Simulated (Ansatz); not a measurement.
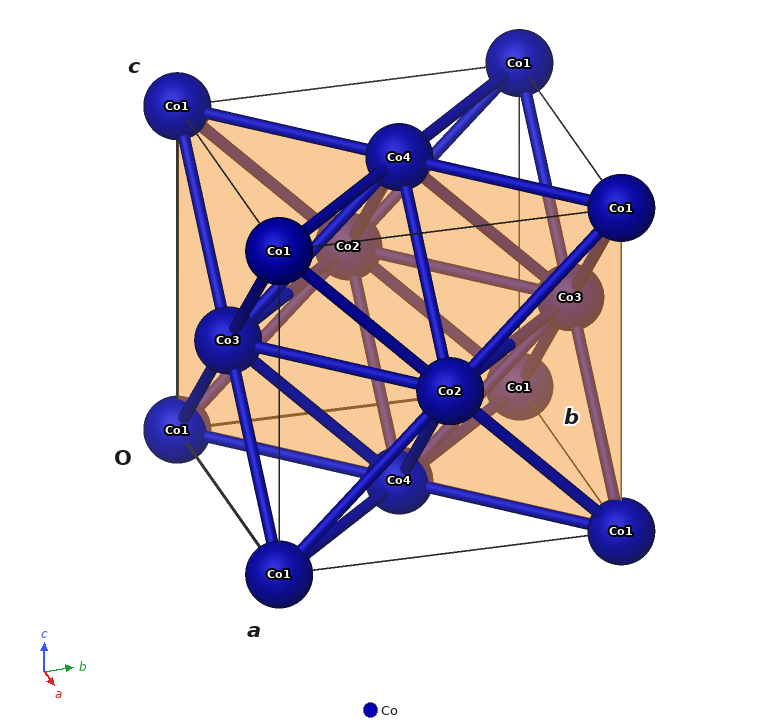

For Co, the input geometry of an electronic-structure calculation (not necessarily at equilibrium); the starting structure was generated, so it need not be a known form of this composition: the shaded plane is a symmetry element of the crystal. All values are computed from the atomic coordinates in the standard setting (tolerance 0.002 Å).

a = 3.415 Å, b = 3.415 Å, c = 3.415 Å, α = 90.00°, β = 90.00°, γ = 90.00°.

| atom | x | y | z |
| --- | --- | --- | --- |
| Co1 | 0.0000 | 0.0000 | 0.0000 |
| Co2 | 0.0000 | 0.5000 | 0.5000 |
| Co3 | 0.5000 | 0.0000 | 0.5000 |
| Co4 | 0.5000 | 0.5000 | 0.0000 |

### Is it a mirror or a glide plane, and what is the operation?

It is a mirror plane, parallel to (1 −1 0), through (1/2, 1/2, 1/2): x, y, z → y, x, z.

### Onto which atom does it carry each atom (up to whole multiples of a, b and c)?

Co1 → Co1, Co2 → Co3, Co3 → Co2, Co4 → Co4.

### What is the crystal's space group?

No. 225, Fm-3m.
